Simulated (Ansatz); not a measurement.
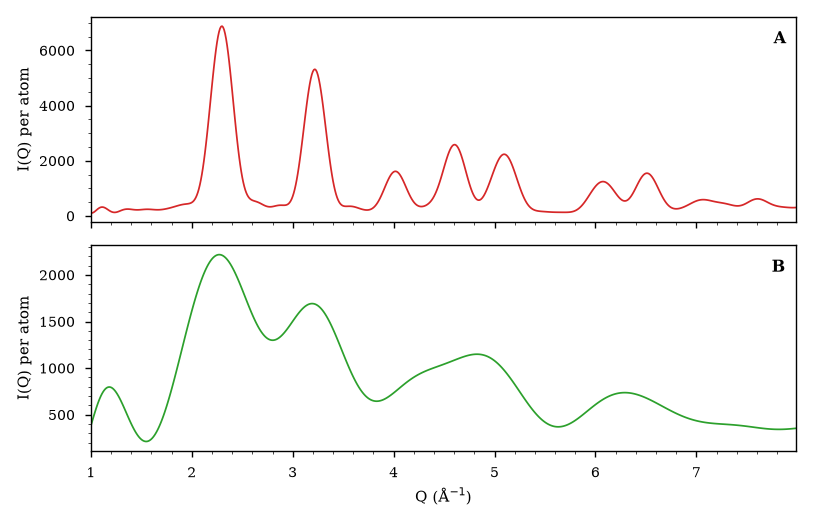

X-ray scattering of spheres cut from the crystal structure of HfN (P6_3/mmc, a = 3.124 Å, b = 3.124 Å, c = 5.614 Å, α = 90.00°, β = 90.00°, γ = 120.00°), calculated atom by atom with the Debye equation (B = 0.5 Å², no relaxation of the surface). Basis of the simulation: the end point of a relaxation with Ansatz 0.2.0, DFT PBEsol, scalar-relativistic, plane waves, PAW; the starting structure was generated, so it need not be a known form of this composition.

**The spheres are 10 and 28 Å across. Which curve is which?**

curve A: 28 Å (969 atoms); curve B: 10 Å (51 atoms). Peak widths go roughly as 2π/D, so the largest sphere has the sharpest peaks.

**Index the main peaks of the largest sphere.**

Q ≈ 2.30 Å⁻¹: 002 + 100; Q ≈ 3.22 Å⁻¹: 102; Q ≈ 4.02 Å⁻¹: 110; Q ≈ 4.60 Å⁻¹: 112 + 200; Q ≈ 5.10 Å⁻¹: 104 + 202; Q ≈ 6.07 Å⁻¹: 114 + 210.
